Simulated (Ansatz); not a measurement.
# ZnSn2N3: what the fields show

Input file:

```
crystal:
  lattice:
    - [5.8551567079, 0.0, 0.0]
    - [-2.9275783539, 5.0707144521, 0.0]
    - [0.0, 0.0, 2.9467159519]
  atoms:
    - { symbol: Zn, position: [0.0, 0.0, 0.0] }
    - { symbol: Sn, position: [0.3333333333, 0.6666666667, 0.0] }
    - { symbol: Sn, position: [0.6666666667, 0.3333333333, 0.0] }
    - { symbol: "N", position: [0.5, 0.0, 0.5] }
    - { symbol: "N", position: [0.5, 0.5, 0.5] }
    - { symbol: "N", position: [0.0, 0.5, 0.5] }
basis:
  ecutwfc: 420
kpoints:
  mp_grid: { grid: [6, 6, 12] }
hamiltonian:
  xc: pbe
scf:
  occupations: { method: gaussian, width: 0.1 }
output:
  forces: true
  stress: true
  eigenvalues: true
  write_density: true
  write_potential: true
  elf: true
  volumetric_format: npy
relax:
  adjacent_minimum: "off"
  f_tol: 0.01
  max_steps: 80
  cell: { stress_tol: 0.05 }
```

Command:

```sh
ansatz run input.yaml --threads 1 --pin off --max-ram 2560MiB --backend cpu --events-out ev --progress --plain --runs-dir out
```

Below, planes, directions and counts refer to the conventional cell (a = 5.86 Å, b = 5.86 Å, c = 2.95 Å, α = 90.00°, β = 90.00°, γ = 120.00°).

The fields are those of the relaxed geometry.

Space group P6/mmm; a structure generated by program, which may or may not match a known phase; computed without spin polarisation.

Computed with DFT PBE, scalar-relativistic, plane waves, PAW (Ansatz).

Core electrons are frozen (PAW), and the valence fields are smoothed inside the atomic spheres.

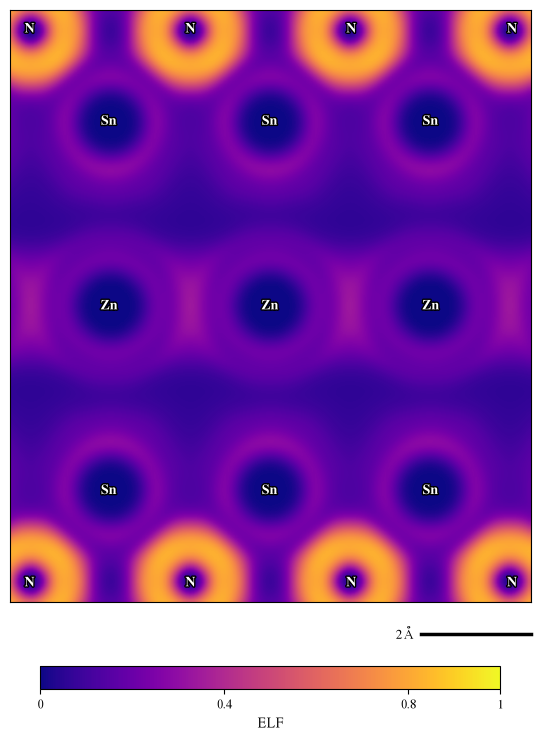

Figure 1. ELF on the (110) plane of the conventional cell.

Describe what can be read from this map.

Answer. The plane passes through Zn, Sn and N nuclei.
Sn–N (2.24 Å): the ELF peaks at about 0.85 in the valence shell of N, 0.6 Å from its nucleus, and is about 0.30 at the midpoint.
Sn–Sn (2.95 Å): the ELF is about 0.15 at the midpoint: no localised pair shows between them.
Zn–Zn (2.95 Å): the ELF is about 0.35 at the midpoint.

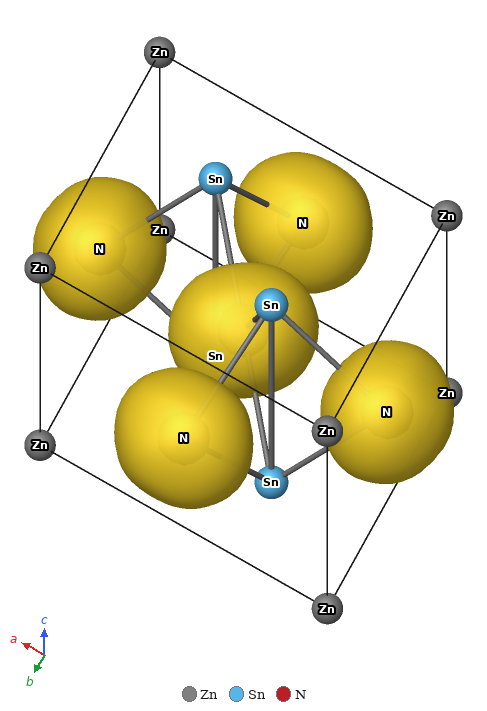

Figure 2. Isosurface of the electron localisation function at 0.6 (yellow), seen at an oblique angle. Core shells and regions of very low density are left out. Sticks mark near contacts.

What do the ELF domains correspond to?

Answer. The surface consists of three regions wrapped around N (the valence shell of each), counted in one cell of 6 atoms. Any copies at cell faces, edges or corners count once.

Metal or insulator at this level of theory?

Answer. It is metallic or semimetallic at this level of theory: no gap opens.
